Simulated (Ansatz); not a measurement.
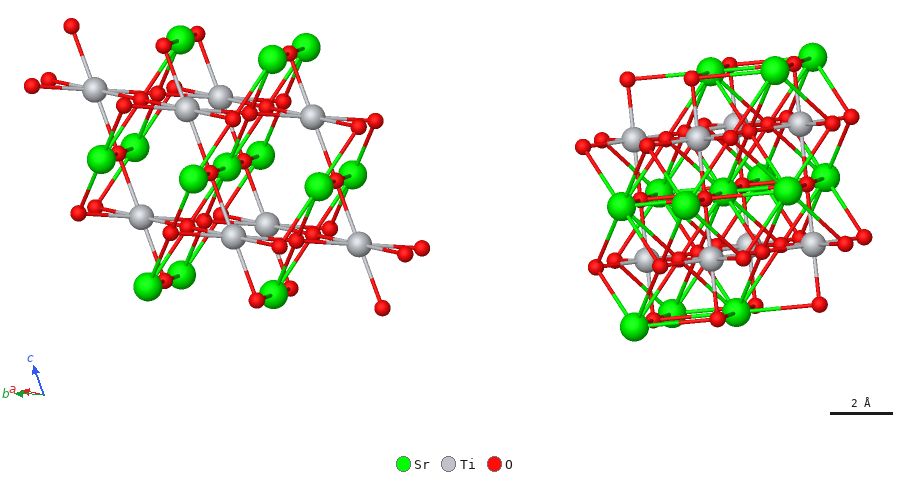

Two geometries of a crystal of SrTiO$_{3}$ (a generated structure, set up in R-3m) (coarse preliminary run), drawn at one scale. One is the start of a relaxation, the other its converged end. Style: ball-and-stick. Shown: the cell of the calculation, from a free direction.

Computed with Ansatz 0.2.0, DFT PBE, scalar-relativistic, plane waves, PAW. Set-up: plane-wave cutoff 420 eV; k-point mesh 6 × 6 × 6; occupations gaussian; smearing width 0.1 eV; collinear spin; cell and atoms relaxed; force threshold 0.04 eV/Å; at most 70 steps.

Which of the two is the end point?

The right one is the relaxed one. The energy falls by 1341 meV per atom in 10 accepted moves (13 points after the start). All forces vanish by symmetry, so only the cell relaxes. Pressure: −5.54 GPa at the start and 0.02 GPa at the end. The SCF was repeated 3 times at an unchanged geometry on a basis and grid sized afresh for the cell, which shifted the energy by 22.6 meV per atom at most. The atoms keep their places relative to the cell (all moves are under 0.005 Å). The volume changes by −13.9 %, with a = b = c 4.403 → 3.936 Å (−10.6 %), α 68.2° → 90.0°, β 68.2° → 90.0°, γ 68.2° → 90.0°. Near-neighbour distances that change, for instance: Sr–Ti 5.032 → 3.409 Å, O–Sr 3.645 → 2.784 Å, O–Sr 2.470 → 2.783 Å, O–Ti 2.201 → 1.968 Å. New bonds form, among them: O–Sr (3.64 → 2.78 Å). Bond angles that change, for instance: O–Ti–O 68.2° → 90.0°, O–Ti–O 111.8° → 90.0°. The space group (tolerance 0.01 Å) goes from R-3m (No. 166) to Pm-3m (No. 221). The program noted that the starting moments weren't kept. The run took 2.1 min on 1 thread of Arm Neoverse V1 (shared host), peak memory 0.41 GiB.
